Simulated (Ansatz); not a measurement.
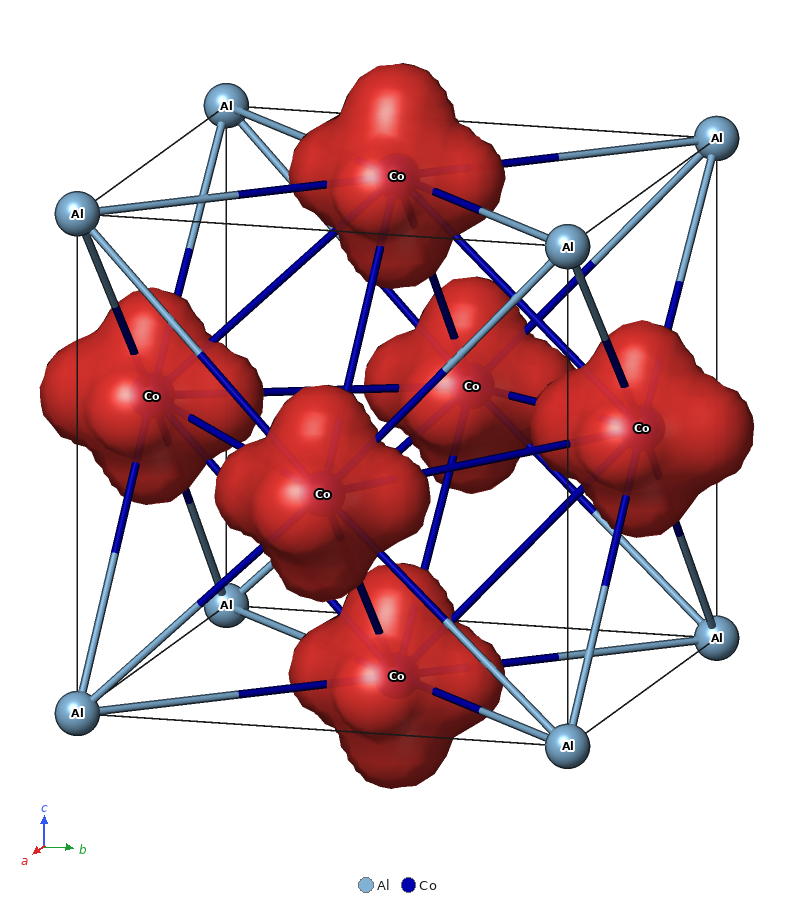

*AlCo3. Isosurfaces of the spin density (up minus down) at +0.3 (red) and −0.3 e/Å³ (blue), seen slightly off an axis. Sticks mark near contacts.*

Space group P-4m2; a structure from a database of computed crystals, not necessarily the ambient phase; not relaxed (largest force 1.1 eV/Å); spin-polarised.

Computed with DFT r2SCAN, scalar-relativistic, plane waves, PAW (Ansatz).

In a PAW calculation such maps are meaningful between the atoms, not at the nuclei.

### Where is the spin, and how is it ordered?

The spin density sits on Co: +1.6 μB (×3) in one cell of 4 atoms, with smaller moments on other sites: Al (up to −0.06 μB): parallel moments (a ferromagnetic arrangement) in this solution. The cell of the calculation (4 atoms) carries 4.6 μB of net spin moment. Only one sign reaches the isovalue.
